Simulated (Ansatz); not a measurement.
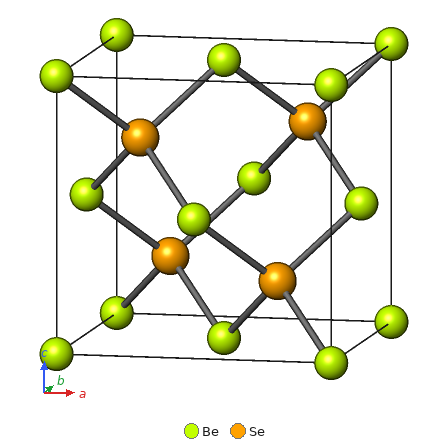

System: BeSe, space group F-43m (No. 216). The picture shows the conventional cell.

The given structure:
```yaml
crystal:
  lattice:
    - [0.00000, 2.58883, 2.58883]
    - [2.58883, 0.00000, 2.58883]
    - [2.58883, 2.58883, 0.00000]
  atoms:
    - { symbol: Be, position: [0.00000, 0.00000, 0.00000] }
    - { symbol: Se, position: [0.25000, 0.25000, 0.25000] }
```

Method: third-order Birch-Murnaghan fit to density functional energies at scaled volumes of the given relaxed cell, shape and atoms relaxed at each volume; energies count from the fitted minimum; plane waves with PAW datasets, Γ-centred k mesh (Ansatz 0.2.0). Level: PBE, no spin polarisation.

wave cutoff 420 eV; k mesh 8×8×8; occupations Gaussian; smearing width 0.02 eV.

Describe the result: the energy above the minimum, pressure and gap on the k mesh against volume. The volume takes the values 15.268, 15.789, 16.310, 16.830, 17.351, 17.871, 18.392, 19.086 Å³/atom.

A third-order Birch–Murnaghan fit gives V0 = 17.35 Å³/atom, B0 = 75.1 GPa and B′ = 3.9. The energy above the minimum is 72.2 meV/atom at volume 15.268 Å³/atom and 34.7 meV/atom at 19.086 Å³/atom; the lowest computed point is at volume 17.351 Å³/atom (0.0 meV/atom), in a single well. The pressure falls from 12.32 GPa at volume 15.268 Å³/atom to −5.94 GPa at 19.086 Å³/atom, and changes sign near 17.35 Å³/atom. The gap on the k mesh stays open and runs from 2.374 eV at volume 15.268 Å³/atom to 2.852 eV at 19.086 Å³/atom.

```
volume (Å³/atom)  energy above the minimum (meV/atom)  pressure (GPa)  gap on the k mesh (eV)
          15.268                                 72.2           12.32                   2.374
          15.789                                 38.5            8.52                   2.460
          16.310                                 16.2            5.25                   2.538
          16.830                                  3.9            2.44                   2.609
          17.351                                  0.0            0.01                   2.674
          17.871                                  3.5           -2.09                   2.734
          18.392                                 13.3           -3.90                   2.787
          19.086                                 34.7           -5.94                   2.852
```

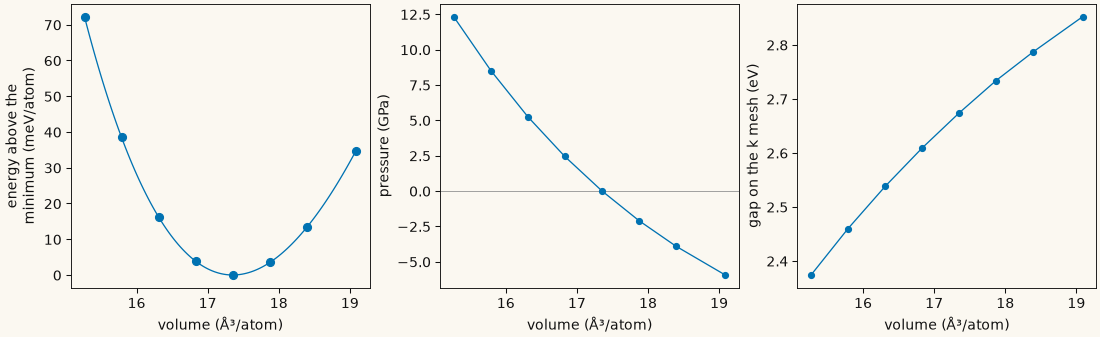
